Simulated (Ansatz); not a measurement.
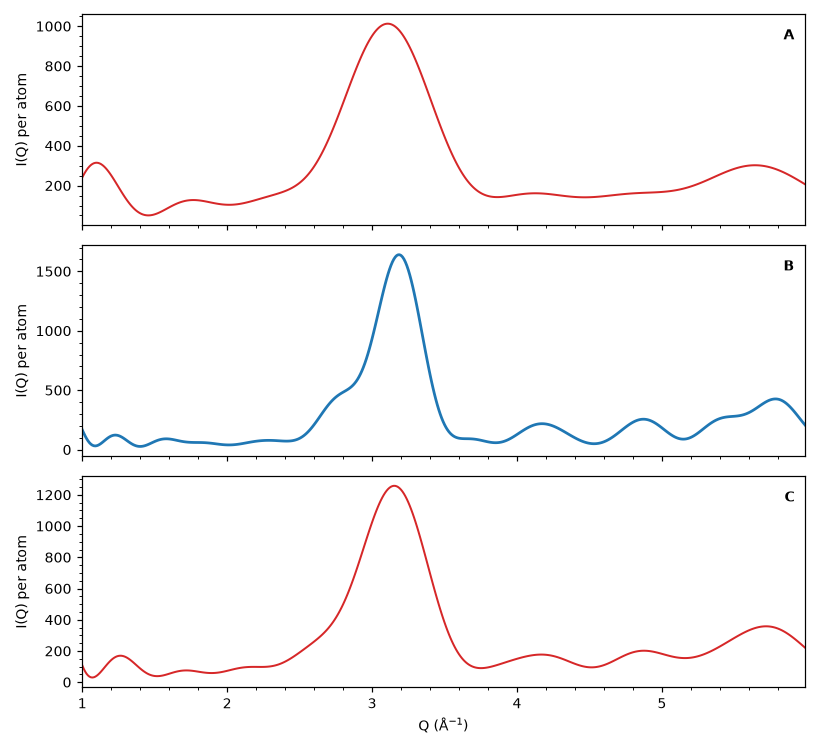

X-ray scattering of spheres cut from the crystal structure of Ni (P6_3/mmc, a = 2.573 Å, b = 2.573 Å, c = 4.045 Å, α = 90.00°, β = 90.00°, γ = 120.00°), calculated atom by atom with the Debye equation (B = 0.5 Å², no relaxation of the surface). Basis of the simulation: coordinates from a relaxation at fixed volume with Ansatz, DFT HSE06, scalar-relativistic, plane waves, PAW; the starting structure was generated, so it need not be a known form of this composition.

### The spheres are 10, 14 and 20 Å across. Which curve is which?

curve A: 10 Å (51 atoms); curve B: 20 Å (359 atoms); curve C: 14 Å (135 atoms). Peak widths go roughly as 2π/D, so the largest sphere has the sharpest peaks.

### Index the main peaks of the largest sphere.

Q ≈ 3.19 Å⁻¹: 101; Q ≈ 4.17 Å⁻¹: 102; Q ≈ 4.87 Å⁻¹: 110.
